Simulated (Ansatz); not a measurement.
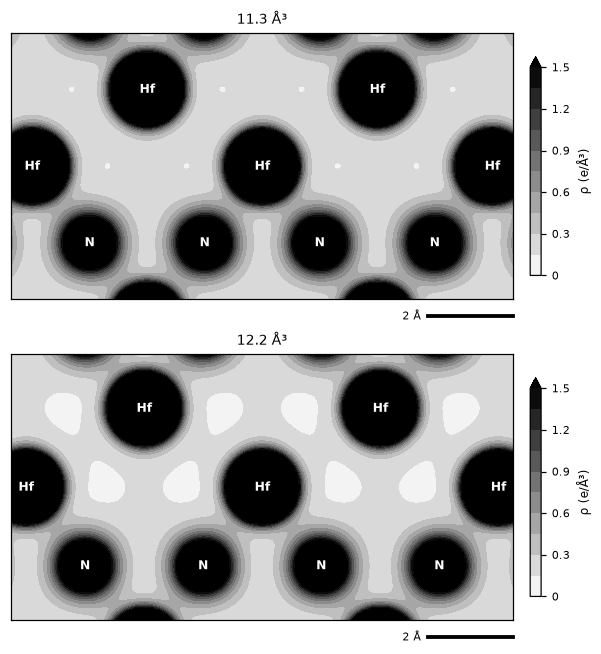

HfN. The valence charge density (pseudo) of cells scaled evenly to different volumes (given per atom above each panel), on the (110) plane of each (indices in the axes of the cell below), at one length scale and on one colour scale.

A structure from a database of computed crystals, not necessarily the ambient phase.

Method: Kohn-Sham DFT of a periodic cell, PBEsol, Ansatz PAW in Ansatz 0.2.0.

The density is the valence pseudo-density of a PAW calculation; it isn't the true density close to the nuclei.

The largest cell:

```xyz
4
Lattice="3.1954 0.0000 0.0000 -1.5977 2.7673 0.0000 0.0000 0.0000 5.5230" Properties=species:S:1:pos:R:3 pbc="T T T"
Hf    0.0000    1.8449    1.3808
Hf    1.5977    0.9224    4.1423
N     0.0000    0.0000    2.7615
N     0.0000    0.0000    0.0000
```

| volume (Å³/atom) | Hf–N contact in the plane (Å) | ρ at its midpoint (e/Å³) | pressure (GPa) | 
| --- | --- | --- | --- |
| 11.29 | 2.245 | 0.547 | 3.2 | 
| 11.75 | 2.275 | ? | ? | 
| 12.21 | 2.304 | 0.476 | −16.3 | 

**Estimate the missing row, and compare with the calculation.**

Over the known rows ln ρ falls by 2.36 per Å of Hf–N distance (the line through the two), which gives 0.510 e/Å³ at 2.275 Å; the calculation gives 0.509 e/Å³. For the pressure, a straight line in volume between the neighbouring rows gives −6.5 GPa; the calculation gives −7.6, lower because pressure rises ever faster on compression.
